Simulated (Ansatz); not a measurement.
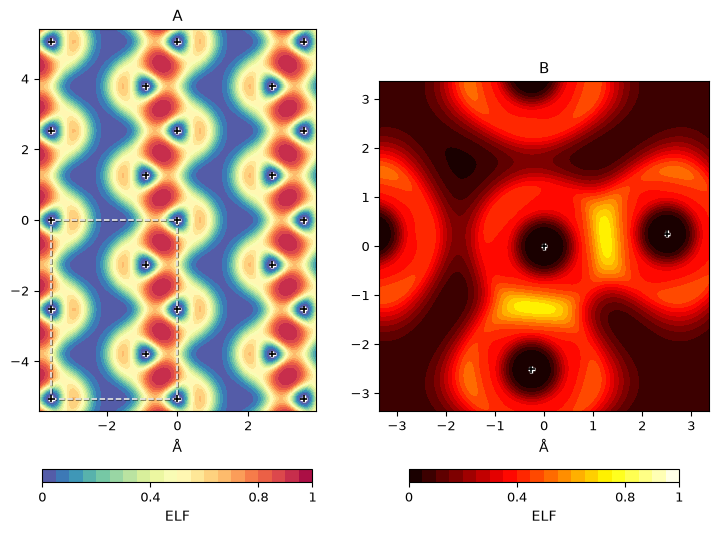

The electron localisation function of 2 systems, each on a plane through atoms (crosses mark nuclei in the plane).

Computed with DFT PBE, scalar-relativistic, plane waves, PAW in Ansatz.

System 1: C, the (110) plane of the conventional cell. Space group Fd-3m; a generated structure, not necessarily the stable one.

```xyz
8
Lattice="3.5716 0.0000 0.0000 0.0000 3.5716 0.0000 0.0000 0.0000 3.5716" Properties=species:S:1:pos:R:3 pbc="T T T"
C     1.7858    0.0000    0.0000
C     0.0000    1.7858    0.0000
C     0.0000    0.0000    1.7858
C     1.7858    1.7858    1.7858
C     2.6787    0.8929    0.8929
C     0.8929    2.6787    0.8929
C     0.8929    0.8929    2.6787
C     2.6787    2.6787    2.6787
```

System 2: Ge, the (001) plane of the conventional cell. Space group P4₃2₁2; a generated structure, not necessarily the stable one.

Match each panel to its system.

Answer. Panel A is system 1, C: the plane holds C. C–C (1.55 Å): the ELF peaks at about 0.95 between the atoms, as expected for a covalent bond. Panel B is system 2, Ge: the plane holds Ge. Ge–Ge (2.52 Å): the ELF peaks at about 0.75 between the atoms.
